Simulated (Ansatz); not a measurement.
Here is a crystal structure:

```
Ge
1.0
     5.59633    0.00000    0.00000
     0.00000    5.11664    0.00000
    -1.37125    0.00000    2.46215
Ge
4
Cartesian
  2.8209 0.0000 2.0753
  4.2024 2.5583 0.3869
  0.0227 2.5583 2.0753
  1.4042 0.0000 0.3869
```

**Describe what this structure looks like.**

The element is germanium. The structure has C2/m (No. 12) symmetry and a base-centred monoclinic lattice. The cell holds four atoms. Every Ge atom has one Ge at 2.20 Å as neighbours. The bonds build separate Ge2 groups.

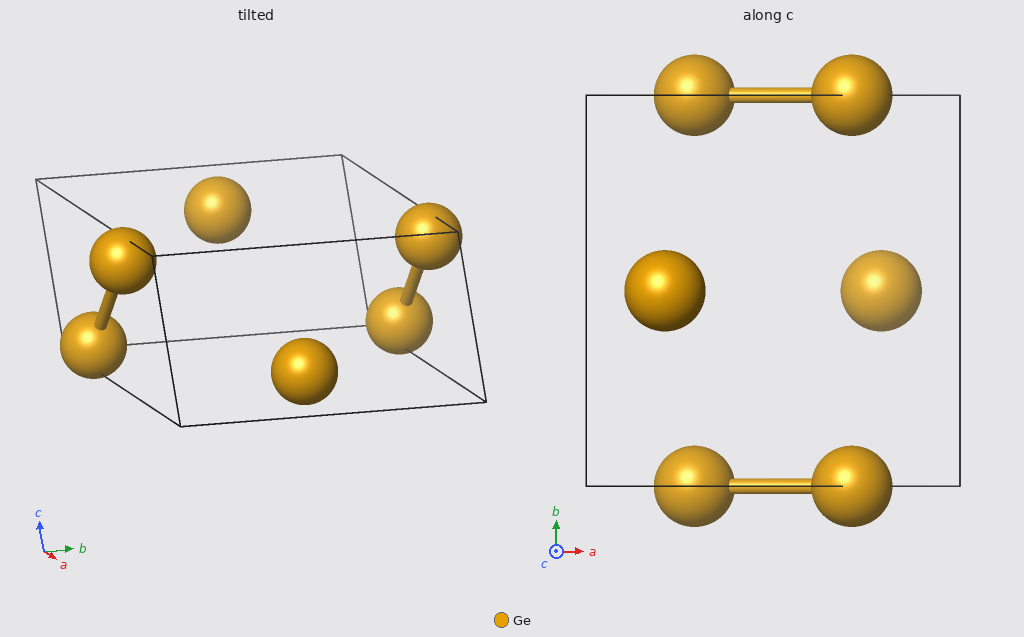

Shown here is a ball-and-stick view of the crystal, taken slightly off an axis and along the c axis. The wireframe shows the conventional unit cell.

The model was built from a structure listed in the Materials Project. The cell was then strained or its atoms displaced on purpose. An electronic-structure calculation with Ansatz was run on it.

At this level of theory the cell isn't at rest (compressed, at 12 GPa and forces up to 3.6 eV/Å), so its distances can differ from those at equilibrium, the more so the softer the solid.
